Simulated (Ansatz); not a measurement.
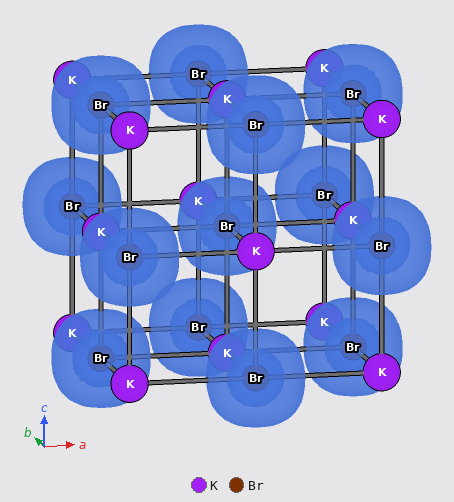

The picture shows: KBr. Isosurface of the ELF at 0.8 (blue), seen slightly off an axis. Only the valence region is drawn (cores and ρ < 0.01 e/Å³ removed). Sticks mark near contacts.

Space group Fm-3m; computed pressure about 4 GPa in this cell.

Theory: DFT, r2SCAN, PAW with Ansatz's default frozen-core files, scalar-relativistic; relaxation of cell and atoms in Ansatz 0.2.0.

In a PAW calculation such maps are meaningful between the atoms, not at the nuclei.

### What do the ELF domains correspond to?

The surface consists of four regions wrapped around Br (the valence shell of each), counted in one cell of 8 atoms. Regions shared between cells count once. Along the contacts the grid gives the following. K–Br (3.13 Å): the ELF is about 0.15 at the midpoint: an ionic contact with no shared pair.

### Does the calculation make it a metal, or give it a gap?

It is gapped, with a Kohn–Sham gap of 5.6 eV on the k-point mesh, an upper bound to the gap of this method.
